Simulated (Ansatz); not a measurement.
## Single-point calculation of SiO2

The run: single-point calculation of SiO2 (P4₁2₁2, 12 atoms in the cell). Method and program: DFT PBE, scalar-relativistic, plane waves, PAW, no spin polarisation (Ansatz 0.2.0).

The structure derives from a Materials Project entry. Figures and captions count atoms from 1; the log counts them from 0 in places.

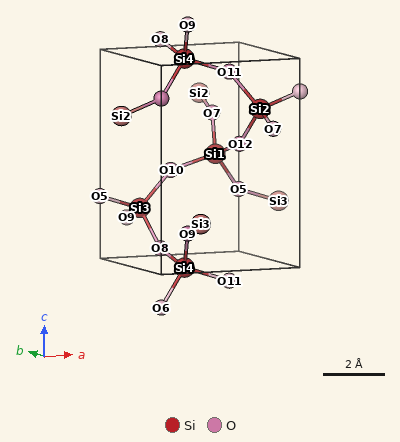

*The structure as given in the input (ball-and-stick view of the cell of the calculation, seen slightly off an axis; neighbours outside the cell are drawn fainter; atoms are numbered from 1 in the order of the input). An atom can appear more than once, as a periodic image.*

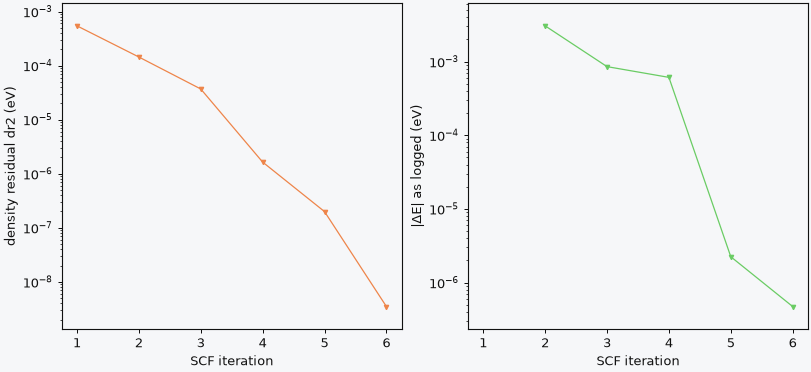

*Convergence of the self-consistent field: density residual dr2 and size of the energy change against the SCF iteration.*

The residual falls at every step.

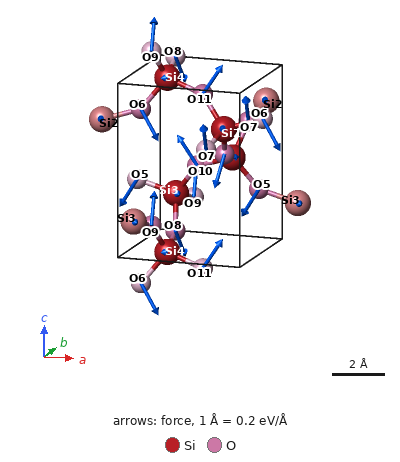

*Forces on the atoms as blue arrows (ball-and-stick view of the cell of the calculation, seen slightly off an axis; neighbours outside the cell are drawn fainter; atoms are numbered from 1 in the order of the input).*

The largest act on all 8 O atoms (0.29 eV/Å). The geometry is not a stationary point of this energy.

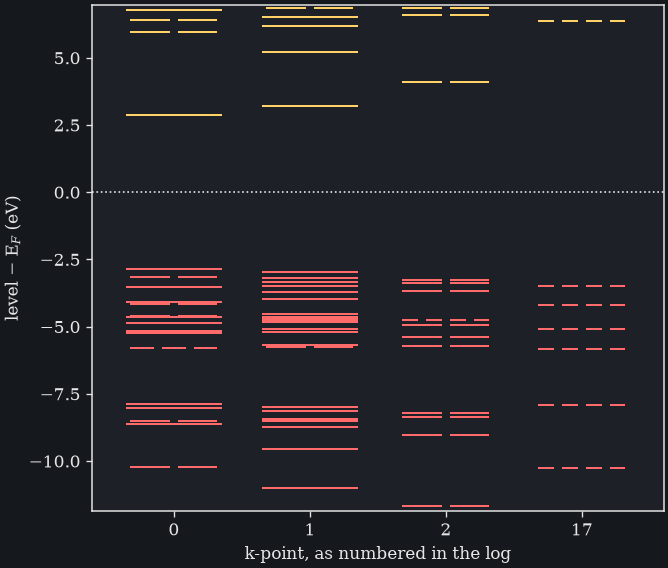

*Kohn–Sham levels near the Fermi level (dotted) at the few k-points that the log prints; levels within 0.02 eV of each other stand side by side.*

Among these points the highest filled and lowest empty levels are 5.71 eV apart, which is the gap on the mesh.

These pictures come from the run below.

Input
```yaml
crystal:
  lattice:
    - [4.99264721, 0.0, 0.0]
    - [0.0, 4.99264721, 0.0]
    - [0.0, 0.0, 6.93392642]
  atoms:
    - { symbol: Si, position: [0.6986584, 0.6986584, 0.5] }
    - { symbol: Si, position: [0.8013416, 0.1986584, 0.75] }
    - { symbol: Si, position: [0.1986584, 0.8013416, 0.25] }
    - { symbol: Si, position: [0.3013416, 0.3013416, 0.0] }
    - { symbol: O, position: [0.89356859, 0.76138645, 0.32010849] }
    - { symbol: O, position: [0.10643141, 0.23861355, 0.82010849] }
    - { symbol: O, position: [0.76138645, 0.89356859, 0.67989151] }
    - { symbol: O, position: [0.26138645, 0.60643141, 0.07010849] }
    - { symbol: O, position: [0.23861355, 0.10643141, 0.17989151] }
    - { symbol: O, position: [0.39356859, 0.73861355, 0.42989151] }
    - { symbol: O, position: [0.60643141, 0.26138645, 0.92989151] }
    - { symbol: O, position: [0.73861355, 0.39356859, 0.57010849] }
basis:
  ecutwfc: 420
kpoints:
  mp_grid: { grid: [4, 4, 4] }
hamiltonian:
  xc: pbe
scf:
  occupations: { method: gaussian, width: 0.1 }
output:
  forces: true
  stress: true
  eigenvalues: true
```

Command:
```bash
ansatz run input.yaml --threads 4 --pin off --max-ram 10240MiB --backend cpu --events-out ev --progress --plain --runs-dir out
```

The program's output
```
Engine: ansatz 0.2.0, x86_64-unknown-linux-gnu
Pseudopotentials: kind: paw
Pseudopotential: Si, paw, valence charge 4, recommended cutoff 420 eV (normal), Si.paw.azcp
Pseudopotential: O, paw, valence charge 6, recommended cutoff 420 eV (normal), O.paw.azcp
Functional definition: PBE
  parameter kappa = 0.804
  parameter beta = 0.06672455060314922
  exchange = pbe_x(kappa = kappa, mu = beta*pi^2/3)
  correlation = pbe_c(beta = beta)
Crystal: 12 atoms, lattice volume = 172.839 Å³
Basis set: ecut = 420 eV, 3379 PW (Γ), exchange–correlation on 72×72×96 points (8 copies of the dense FFT grid, shifted against one another)
Bands: 44, of which v1, the nominal top of the filled ones, is band 32 counted from 1 (31 counted from 0)
Symmetry: 8 space group operations
Space group: P41212 (ITA 92), of the structure as read, at distance tolerance 5.6e-5 Å
k-points: 18 of 64
Non-local potential: Si, projectors of the file, l = 0: 2, l = 1: 2, l = 2: 2
Non-local potential: O, projectors of the file, l = 0: 2, l = 1: 2, l = 2: 1
PAW form: soft (Blöchl's): semilocal exchange-correlation on the pseudo side does not see the compensation charge
PAW one-centre angular grid: Si, 110 points (default); XC on 64 Gauss nodes
PAW one-centre angular grid: O, 110 points (default); XC on 64 Gauss nodes
Initial density: superposition of atomic densities (neutral atoms: chi_scale 0, normalization atom), corrected by the library's trained network
Initial wavefunctions: pseudopotential atomic-orbital guess
Functional: x = pbe(κ = 0.804, μ = 0.2195149727645171), c = pbe(β = 0.06672455060314922)
SCF iter   1: F=—  HF=-7096.294796 eV  |F-HF|=—  |Δ(HF+E_count)|=         —  Δρ=1.03e-3  dr2=5.43e-4  ethr=1.77e-3  ⟨swp⟩=7.1  Hψ=4222  notcnv=0  defer=16
preconditioner: auto → Resta (q_TF=auto, 2.312 Å⁻¹)  ε∞=2.8  [insulator: Δε(μ)=5.709 eV  Ē_g=16.729 eV  σ=0.100 eV  W_gap=1.00  n_scr=36 (ndim 8)  ℏωp=22.6 eV  f_vac=0.227  D(μ)=0.00/eV (n_scr^D=0)  ε∞_Penn≈2.8]
SCF iter   2: F=—  HF=-7096.297855 eV  |F-HF|=—  |Δ(HF+E_count)|=   3.06e-3  Δρ=5.34e-4  dr2=1.44e-4  ethr=8.48e-7  ⟨swp⟩=2.2  Hψ=1500  notcnv=0  defer=21
SCF iter   3: F=—  HF=-7096.298710 eV  |F-HF|=—  |Δ(HF+E_count)|=   8.55e-4  Δρ=2.13e-4  dr2=3.69e-5  ethr=2.26e-7  ⟨swp⟩=2.0  Hψ=1269  notcnv=0  defer=8
automatic band count: iteration 3 solves 41 bands in place of 44: the levels show a gap, and the empty bands left out lie too high to hold charge; the band table lists the bands solved (type scf.n_extra_bands for more)
SCF iter   4: F=—  HF=-7096.299321 eV  |F-HF|=—  |Δ(HF+E_count)|=   6.11e-4  Δρ=3.93e-5  dr2=1.64e-6  ethr=5.77e-8  ⟨swp⟩=2.0  Hψ=1112  notcnv=0  defer=8
SCF iter   5: F=—  HF=-7096.299323 eV  |F-HF|=—  |Δ(HF+E_count)|=   2.24e-6  Δρ=1.30e-5  dr2=1.99e-7  ethr=2.57e-9  ⟨swp⟩=2.3  Hψ=1239  notcnv=0  defer=8
SCF iter   6: F=-7096.299324 eV  HF=-7096.299324 eV  |F-HF|=7.09e-9  |Δ(HF+E_count)|=   4.72e-7  Δρ=1.42e-6  dr2=3.49e-9  ethr=1.56e-10  ⟨swp⟩=9.3  Hψ=3409  notcnv=0
SCF 1 converged in 6 iterations: F = -7096.299324 eV  dr2 = 3.49e-9
  greatest PAW one-centre occupation: 0.862 electrons in one spin orbital (limit 2), on the O atom at site 11 (counted from 0), in its partial waves of l = 0
SCF converged after 6 iterations
Free energy (F): -7096.299324 eV
Harris-Foulkes:  -7096.299324 eV  (|F-HF|=7.09e-9)
Internal energy: -7096.299324 eV  (E = F + TS)
E sigma→0 (E₀):  -7096.299324 eV
Fermi energy:    4.211509 eV
--- Per-component energies (eV) ---
  E_band       = -356.322827
  E_kinetic    = 1612.434182
  E_local      = -4516.109002  (includes V_loc(G=0)·N_el)
  E_nonlocal   = 481.511744
  E_hartree    = 1660.877705
  E_xc         = -817.490937
  E_vxc        = -948.880019  (∫ρ·V_xc dr)
  E_paw        = -3325.609066  (= ΣΔE_a)
  E_vpaw       = -307.056523  (= ΣTr[D̂ρ^β])
  E_aug_tail   = 0.020865  (compensation charges beyond the density's cutoff)
  E_ewald      = -2191.934815
  E_smearing   = -0.000000  (= −TS)
  E_closure    = -0.000000  (closes the sum)
  Σ components = -7096.299324   (vs F -7096.299324, Δ=0.00e0)
--- Forces (eV/Å), atoms counted from 1 ---
  atom   1  Si     0.04232410     0.04232410     0.00000000
  atom   2  Si    -0.04232410     0.04232410     0.00000000
  atom   3  Si     0.04232410    -0.04232410    -0.00000000
  atom   4  Si    -0.04232410    -0.04232410    -0.00000000
  atom   5  O     -0.15383336     0.02855839    -0.24046202
  atom   6  O      0.15383336    -0.02855839    -0.24046202
  atom   7  O      0.02855839    -0.15383336     0.24046202
  atom   8  O      0.02855839     0.15383336    -0.24046202
  atom   9  O     -0.02855839     0.15383336     0.24046202
  atom  10  O     -0.15383336    -0.02855839     0.24046202
  atom  11  O      0.15383336     0.02855839     0.24046202
  atom  12  O     -0.02855839    -0.15383336    -0.24046202
  max |Σ_I F_I| component: 4.86e-17 eV/Å
--- Stress (GPa, compression-positive) ---
        4.586271       0.000000       0.000000
        0.000000       4.586271       0.000000
        0.000000       0.000000       4.861482
  P = ⅓ Tr σ = 4.6780 GPa (46.780 kbar)
--- Band table (eV; the first three rows and the last of 18) ---
  k-point 0: bands = ["-18.0919", "-17.1885", "-17.1885", "-16.0227", "-15.9859", "-15.9769", "-15.9681", "-15.9681", "-8.1397", "-6.0252", "-6.0252", "-4.4235", "-4.3162", "-4.3162", "-3.8178", "-3.6744", "-1.6006", "-1.5821", "-1.5821", "-1.0356", "-0.9343", "-0.6485", "-0.4305", "-0.4059", "-0.4059", "0.0542", "0.0542", "0.1122", "0.6738", "1.0612", "1.0612", "1.3541", "7.0689", "10.1748", "10.1748", "10.6302", "10.6302", "11.0080", "11.4095", "12.4626", "12.4739"]
  k-point 1: bands = ["-18.0286", "-17.5548", "-16.7867", "-16.1276", "-15.9831", "-15.9758", "-15.9706", "-15.9695", "-7.9632", "-6.7882", "-5.3245", "-4.5157", "-4.2875", "-4.2095", "-3.9226", "-3.7750", "-1.5496", "-1.5420", "-1.4636", "-0.9863", "-0.8682", "-0.6280", "-0.5851", "-0.4957", "-0.4407", "-0.3156", "0.2438", "0.4939", "0.7189", "0.8658", "1.0305", "1.2407", "7.4184", "9.4298", "10.3929", "10.7363", "11.0597", "11.0674", "11.2261", "12.1641", "12.2327"]
  k-point 2: bands = ["-17.8441", "-17.8441", "-16.4077", "-16.4077", "-15.9766", "-15.9766", "-15.9728", "-15.9728", "-7.4773", "-7.4773", "-4.8066", "-4.8066", "-4.1310", "-4.1310", "-4.0005", "-4.0005", "-1.4972", "-1.4972", "-1.1656", "-1.1656", "-0.7229", "-0.7229", "-0.5448", "-0.5448", "-0.5432", "-0.5432", "0.5342", "0.5342", "0.8243", "0.8243", "0.9612", "0.9612", "8.3167", "8.3167", "10.8145", "10.8145", "11.0540", "11.0540", "11.7555", "11.7555", "11.9145"]
  k-point 17: bands = ["-17.1558", "-17.1558", "-17.1558", "-17.1558", "-16.0399", "-16.0399", "-16.0399", "-16.0399", "-6.0570", "-6.0570", "-6.0570", "-6.0570", "-3.7004", "-3.7004", "-3.7004", "-3.7004", "-1.6227", "-1.6227", "-1.6227", "-1.6227", "-0.8847", "-0.8847", "-0.8847", "-0.8847", "0.0132", "0.0132", "0.0132", "0.0132", "0.7372", "0.7372", "0.7372", "0.7372", "10.5806", "10.5806", "10.5806", "10.5806", "11.2091", "11.2091", "11.2091", "11.2091", "11.7353"]
```

Key numbers

```csv
quantity,value
outcome,converged
space group (tolerance 0.01 Å),P4₁2₁2 (92)
electrons treated,64
free energy,−7096.2993 eV
Fermi energy,4.212 eV
gap on the k-point mesh,5.71 eV
pressure,4.68 GPa
largest force (length of the vector),0.287 eV/Å
hardware,"4 threads of Intel Xeon (Sapphire Rapids), 32 GiB of memory available, shared host"
wall time,1.7 s (CPU time 6.3 s)
peak memory,0.51 GiB
```
